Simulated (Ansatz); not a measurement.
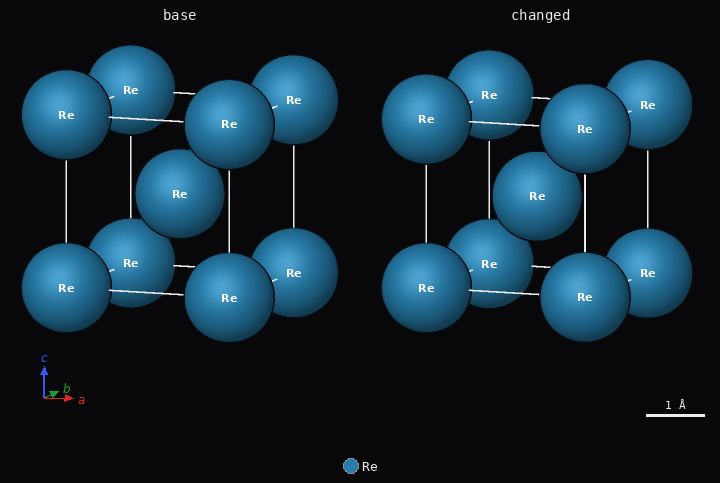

Left: a symmetric starting cell of Re (made from another compound by putting Re in place of W). Right: the same structure after one change, at the same scale. A spheres-only model of the conventional cell (2 times the calculation's cell), seen slightly off an axis. Lengths and directions refer to the drawn axes.

Level of theory: DFT PBE, scalar-relativistic, plane waves, PAW in Ansatz. Settings: plane-wave cutoff 420 eV; k-point mesh 20 × 20 × 20; occupations gaussian; smearing width 0.1 eV; no spin polarisation.

Q: What distinguishes the right structure from the left one?

A: All lengths are scaled by −2.5 % (volume −7.4 %), the atoms keeping their fractional coordinates. No relaxation follows. The starting cell wasn't computed here and needn't be at equilibrium, so pressure and forces aren't due to the change alone.

Q: How do the computed properties respond?

A: The pressure is 58.3 GPa (not all of it need come from the change, since the unchanged cell can be under pressure at this level too). All forces vanish by symmetry. Some distances before and after: Re–Re 2.654 → 2.587 Å. The space group stays Im-3m (No. 229).
